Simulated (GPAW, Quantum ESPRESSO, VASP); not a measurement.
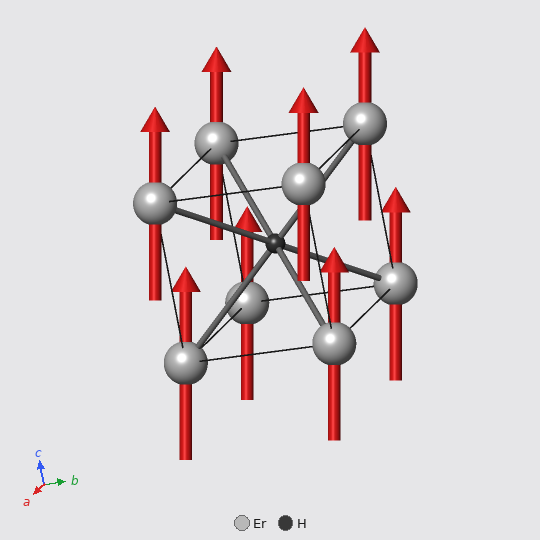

ErH, rock salt (NaCl type), space group Fm-3m (No. 225), a = 4.872 Å, b = 4.872 Å, c = 4.872 Å, α = 90.00°, β = 90.00°, γ = 90.00°. The run's cell of 2 atoms, with the site moments from GPAW (PAW data 1.2.1) as arrows (above 0.25 μB; red up, blue down). The cell is a structure listed in the Materials Project. It needn't be the stable form of this composition.

One fixed geometry in three programs or potential sets. Alike in all runs: functional PBE; k mesh 9 × 9 × 9 on the run's cell of 2 atoms; occupations fermi-dirac, width 0.05 eV; collinear spin, ferromagnetic start; no spin-orbit coupling. All runs are metallic.

| program | pressure (GPa) | net moment (μB per cell of 2) |
| --- | --- | --- |
| GPAW (PAW data 1.2.1) | 2.1 | 2.39 |
| Quantum ESPRESSO (SSSP 1.3 efficiency) | 1.3 | 2.45 |
| VASP (PBE potentials, release 64 Er, H) | ? | ? |

Estimate the row of VASP (PBE potentials, release 64 Er, H).

A pressure of 1.9 GPa and a moment of 2.44 μB. The other rows span 1.3 to 2.1 GPa and 2.39 to 2.45 μB.

Is this cell larger or smaller than the equilibrium cell of this functional?

Smaller: all pressures given are positive (1.3 to 2.1 GPa), so its volume would grow.

Plane-wave pressures hold the error of each finite cutoff. Each run keeps the magnetic state that it reached from a ferromagnetic start.

Notes on single rows: GPAW (PAW data 1.2.1): one-centre terms of the f shell are cut off.

Caveat: semilocal functionals without U treat localised f shells poorly, and where the shell is open runs can settle in different occupations.
